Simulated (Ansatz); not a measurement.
**A series of single points on Tc**

System: Tc (2 atoms in the cell).
Method: Kohn-Sham DFT of a periodic cell, PBE, all-electron LAPW, scalar-relativistic, no spin polarisation (Ansatz 0.2.0).

The 7 runs differ only in the geometry, by an even scaling of the cell at fixed fractional positions. The structure derives from an entry of the Crystallography Open Database.

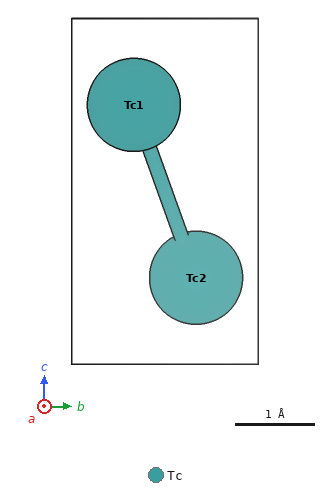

Figure 1. The structure of run 4 (ball-and-stick view of the cell of the calculation, along the a axis; atoms are numbered from 1 in the order of the input).

### Input of run 4
```yaml
crystal:
  lattice:
    - [2.74, 0.0, 0.0]
    - [-1.37, 2.3729096064, 0.0]
    - [0.0, 0.0, 4.398]
  atoms:
    - { symbol: Tc, position: [0.6666666667, 0.3333333333, 0.75] }
    - { symbol: Tc, position: [0.3333333333, 0.6666666667, 0.25] }
kpoints:
  mp_grid: { grid: [11, 11, 6] }
scf:
  occupations: { method: fermi_dirac, width: 0.05 }
hamiltonian:
  xc: pbe
  pseudopotentials: { kind: all_electron, lapw: { basis_error: 0.0005 } }
output:
  forces: true
  stress: true
  eigenvalues: true
```

Command:
```bash
ansatz run input.yaml --threads 1 --pin off --max-ram 3072MiB --backend cpu --events-out ev --progress --plain --runs-dir out
```

Run 5 differs from it as follows:
```diff
-    - [2.74, 0.0, 0.0]
-    - [-1.37, 2.3729096064, 0.0]
-    - [0.0, 0.0, 4.398]
+    - [2.7581462242, 0.0, 0.0]
+    - [-1.3790731121, 2.3886246975, 0.0]
+    - [0.0, 0.0, 4.4271266766]
```

### Results, with one run withheld

```csv
run,volume per atom (Å³),"free energy per atom, from the lowest run given (meV)",pressure (GPa)
1,13.440,71.58,25.03
2,13.726,34.35,16.85
3,14.011,10.96,9.50
4,14.297,0.00,2.90
5,14.583,?,?
6,14.869,10.40,−8.32
7,15.155,29.57,−13.07
```

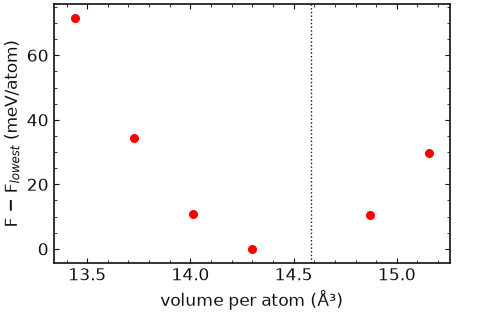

Figure 2. Free energy per atom of the runs given; the dotted line marks run 5.

Estimate the energy of run 5 from the others.

A cubic polynomial in V^(−2/3) (the Birch–Murnaghan form), fitted to the 6 runs given, misses them by at most 0.03 meV per atom. With x = V^(−2/3) − 0.17031 Å⁻², it reads F = 1.5881 + 3475.3 x + 1.0737e+06 x² + 1.4898e+06 x³ (meV per atom). At run 5 it gives 0.18 meV per atom, and the run itself gives 0.20. The slope of the fit gives a pressure −dF/dV of −3.01 GPa there, and the run prints −3.02 GPa. The fit has its minimum at 14.434 Å³ per atom, where V d²F/dV² gives 299 GPa. Cell shape and fractional positions are held, so this is the stiffness under even scaling; the relaxed bulk modulus wasn't computed.

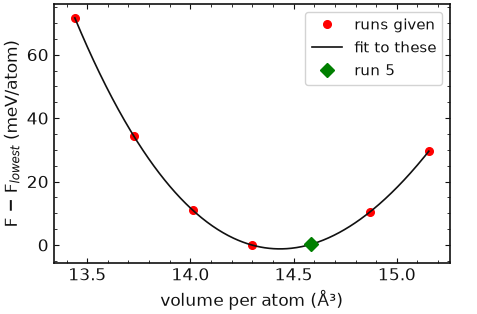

Figure 3. The fit and the withheld run.

### Output, shortened to warnings, some set-up lines, iterations and results (run 5)
```
Basis set: ecut = 276.37849077662435 eV, 313 PW (Γ), exchange–correlation at level 2
Symmetry: 24 space group operations
k-points: 64 of 726
Initial density: superposition of atomic densities (chi_scale 0.1, normalization cell)
[...]
SCF iter   1: F=—  HF=-233253.017920 eV  |F-HF|=—  |Δ(HF+E_count)|=         —  Δρ=2.19e-2  dr2=6.65e-2  ethr=1.06e-4  ⟨swp⟩=3.0  Hψ=15614  notcnv=0
SCF iter   2: F=—  HF=-233252.729761 eV  |F-HF|=—  |Δ(HF+E_count)|=   2.88e-1  Δρ=7.97e-3  dr2=1.42e-2  ethr=1.06e-4  ⟨swp⟩=2.6  Hψ=7597  notcnv=0
SCF iter   3: F=—  HF=-233252.725602 eV  |F-HF|=—  |Δ(HF+E_count)|=   4.16e-3  Δρ=5.96e-3  dr2=8.07e-3  ethr=2.29e-5  ⟨swp⟩=2.0  Hψ=7142  notcnv=0
SCF iter   4: F=—  HF=-233252.725254 eV  |F-HF|=—  |Δ(HF+E_count)|=   3.48e-4  Δρ=2.49e-3  dr2=1.63e-3  ethr=1.30e-5  ⟨swp⟩=2.0  Hψ=7142  notcnv=0
SCF iter   5: F=—  HF=-233252.724953 eV  |F-HF|=—  |Δ(HF+E_count)|=   3.01e-4  Δρ=5.21e-4  dr2=7.96e-5  ethr=1.29e-7  ⟨swp⟩=2.0  Hψ=12108  notcnv=0
SCF iter   6: F=—  HF=-233252.724943 eV  |F-HF|=—  |Δ(HF+E_count)|=   1.07e-5  Δρ=9.04e-5  dr2=1.85e-6  ethr=1.28e-7  ⟨swp⟩=2.0  Hψ=7142  notcnv=0
SCF iter   7: F=-233252.724943 eV  HF=-233252.724943 eV  |F-HF|=8.96e-9  |Δ(HF+E_count)|=   3.75e-8  Δρ=1.61e-5  dr2=7.94e-8  ethr=2.98e-9  ⟨swp⟩=2.0  Hψ=7142  notcnv=0
SCF 1 converged in 7 iterations: F = -233252.724943 eV  dr2 = 7.94e-8
SCF converged after 7 iterations
Free energy (F): -233252.724943 eV
Harris-Foulkes:  -233252.724943 eV  (|F-HF|=8.96e-9)
Internal energy: -233252.707571 eV  (E = F + TS)
E sigma→0 (E₀):  -233252.716257 eV
Entropy (-TS):   -0.017372 eV (-8.686 meV/atom)
Fermi energy:    24.148094 eV
--- Per-component energies (eV) ---
  E_band       = -9035.082840
  E_kinetic    = 242130.912389
  E_xc         = -7009.535764
  E_electrostatic = -468374.084197  (all electrons and nuclei)
  E_smearing   = -0.017372  (= −TS)
  E_closure    = 0.000000  (closes the sum)
  E_atoms      = -233230.142788  (free atoms, spherical and without spin; not in F)
  Σ components = -233252.724943   (vs F -233252.724943, Δ=0.00e0)
  Basis errors (estimates in eV, not in F): energy 1.0e-4 per atom: plane waves 9.5e-5 (4.8e-5 summed), levels above the bands 1.3e-105, relativity 3.3e-8, radial functions 7.2e-6, core shells 5.6e-8; eigenvalues (radial functions only) 4.1e-7; not estimated: angular momenta, meshes, grids; target …
--- Forces (eV/Å), atoms counted from 1 ---
  atom   1  Tc     0.00000000    -0.00000000     0.00000000
  atom   2  Tc    -0.00000000     0.00000000     0.00000000
  max |Σ_I F_I| component: 1.16e-18 eV/Å
--- Stress (GPa, compression-positive) ---
       -2.979195       0.000000       0.000000
        0.000000      -2.979195       0.000000
        0.000000       0.000000      -3.087362
  P = ⅓ Tr σ = -3.0153 GPa (-30.153 kbar)
```
